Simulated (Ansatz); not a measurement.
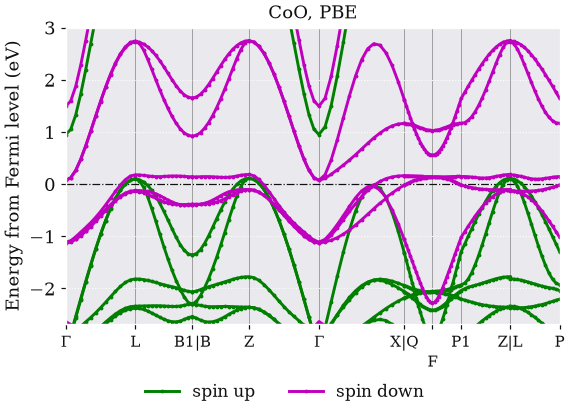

Band structure. Energies are counted from the Fermi level.

What lattice type does the k path imply?

A rhombohedral lattice: the path Γ–L–B1|B–Z–Γ–X|Q–F–P1–Z|L–P runs through the special points of its Brillouin zone.

Calculation on CoO, space group R-3m, 2 atoms in the primitive cell; a = 3.011 Å, c = 7.320 Å (hexagonal axes).

Level of theory: PBE, Ansatz PAW, collinear spin, ferromagnetic start, no spin-orbit coupling, 11×11×11 k mesh, 420 eV cutoff, Fermi-Dirac smearing of 0.05 eV; code Ansatz 0.2.0.

Is there a gap at the Fermi level?

A metal: bands cross the Fermi level along this path.

Which levels at F lie nearest to the Fermi level?

At F the nearest levels lie 2.06 eV below and 0.13 eV above the Fermi level.

The run ends ferromagnetic, with 2.90 μB a cell. A cell with one magnetic atom can't hold antiferromagnetic order, which such compounds often take. Semilocal functionals often make such compounds metallic where correlation or magnetic order opens a gap, which also shifts bond lengths. The cell is a database's computed one. Bands are joined in order of energy, so crossings between the computed points show as kinks or gaps. In reduced coordinates of the cell that was run, L is (0.5, 0, 0), B1 is (0.5, 0.251, −0.251), B is (0.749, 0.5, 0.251), Z is (0.5, 0.5, 0.5), X is (0.376, 0, −0.376), Q is (0.624, 0.376, 0), F is (0.5, 0.5, 0), P1 is (0.624, 0.624, 0.251) and P is (0.749, 0.376, 0.376).
